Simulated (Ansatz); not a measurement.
Consider MgO.

```
Mg O
1.0
     4.21421    0.00000    0.00000
     0.00000    4.21421    0.00000
     0.00000    0.00000    4.21421
Mg O
4 4
Direct
  0.00000 0.00000 0.00000
  0.50000 0.50000 0.00000
  0.50000 0.00000 0.50000
  0.00000 0.50000 0.50000
  0.50000 0.00000 0.00000
  0.00000 0.50000 0.00000
  0.00000 0.00000 0.50000
  0.50000 0.50000 0.50000
```

Space group Fm-3m.

Level of theory: DFT PBEsol, scalar-relativistic, plane waves, PAW (Ansatz 0.2.0).

### Predict the valence pseudo-density and electron localisation function between the atoms.

Mg–O (2.11 Å): ρ is about 0.34 e/Å³ halfway; the ELF peaks at about 0.85 in the valence shell of O, 0.6 Å from its nucleus, and is about 0.35 at the midpoint (a closed-shell, largely ionic contact).

### Metal or insulator at this level of theory?

It is gapped, with a Kohn–Sham gap of 4.6 eV on the k-point mesh (the band edges may lie off the mesh, which would make the gap smaller).

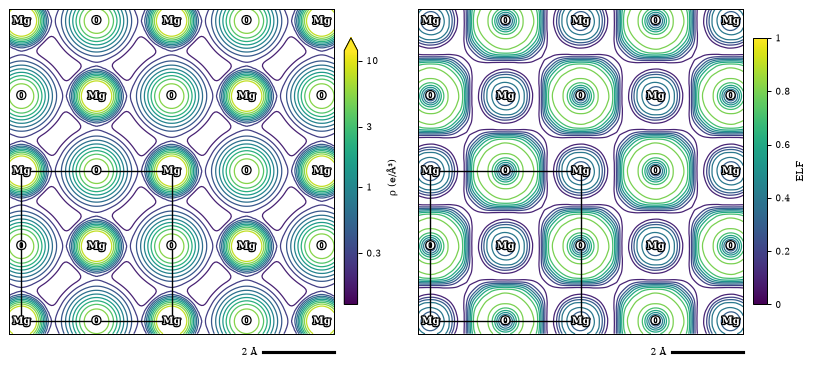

Computed valence pseudo-density and electron localisation function on the (001) plane of the conventional cell, in this order. 

In a PAW calculation such maps are meaningful between the atoms, not at the nuclei.
